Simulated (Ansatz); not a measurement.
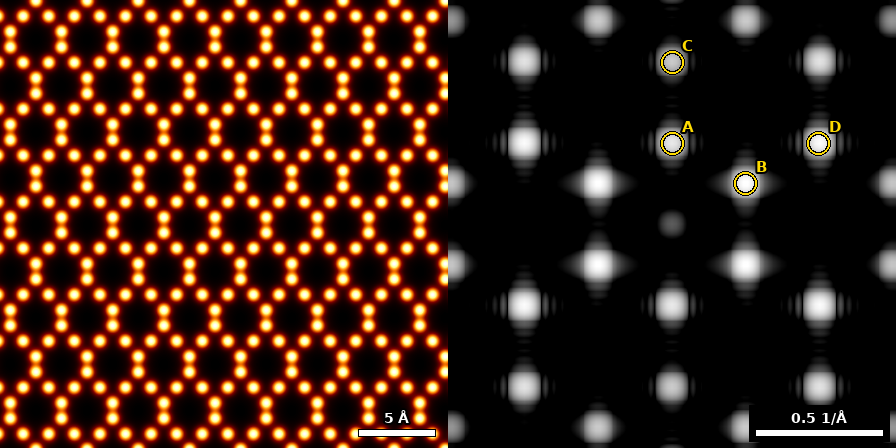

HAADF-like image of La (P6_3/mmc, No. 194) along [101]. The image is simulated as a sum over atoms of Z^1.7, blurred by a 0.69 Å probe (no channelling). The probe carries 25 % of its weight in a tail 2.5 times as wide. Model: a calculation's starting geometry.

The right panel is the modulus of the image's Fourier transform on a logarithmic scale.

a = 3.589 Å, b = 3.589 Å, c = 11.541 Å, α = 90.00°, β = 90.00°, γ = 120.00°

> Index the marked spots and give their plane spacings (the zone axis points at the viewer; indices equivalent by symmetry, or all signs reversed, are as good).

A: (0 -1 0), d = 3.11 Å; B: (-1 0 1), d = 3.00 Å; C: (0 -2 0), d = 1.55 Å; D: (-2 0 2), d = 1.50 Å. A and B enclose 61°, and every spot obeys the zone law hu + kv + lw = 0 for [101].
